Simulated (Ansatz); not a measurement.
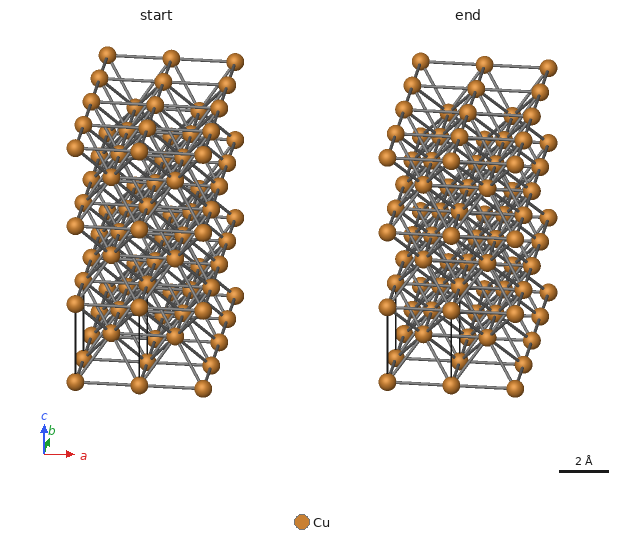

The structure of crystalline Cu (set up in Immm) before (left) and after (right) a relaxation, at one scale.

Style: ball-and-stick. Shown: the cell of the calculation, repeated 2 × 4 × 3 with one cell outlined, from a free direction.

Case: uniaxial strain along a of +6.0 %; b, c and atoms relaxed.

Method: Ansatz, DFT r2SCAN, scalar-relativistic, plane waves, PAW. (plane-wave cutoff 500 eV; k-point mesh 20 × 20 × 14; occupations gaussian; smearing width 0.1 eV; no spin polarisation; cell relaxed at fixed a, angles; force threshold 0.008 eV/Å; at most 40 steps)

What changed between the two?

Answer. The run was cut off at its time limit before the relaxation converged, so the last structure is only a point on the way. The energy falls by 12.7 meV per cell of the calculation in 2 geometry steps. All forces vanish by symmetry, so only the cell relaxes. The pressure goes from −3.61 to −3.14 GPa. The atoms keep their places relative to the cell (all moves are under 0.005 Å). The volume changes by −0.6 %, with a unchanged at 2.681 Å, b 2.491 → 2.584 Å (+3.7 %), c 3.523 → 3.377 Å (−4.1 %). Near-neighbour distances that change, for instance: Cu–Cu 2.491 → 2.584 Å, Cu–Cu 2.540 → 2.513 Å. The space group stays Immm (No. 71).
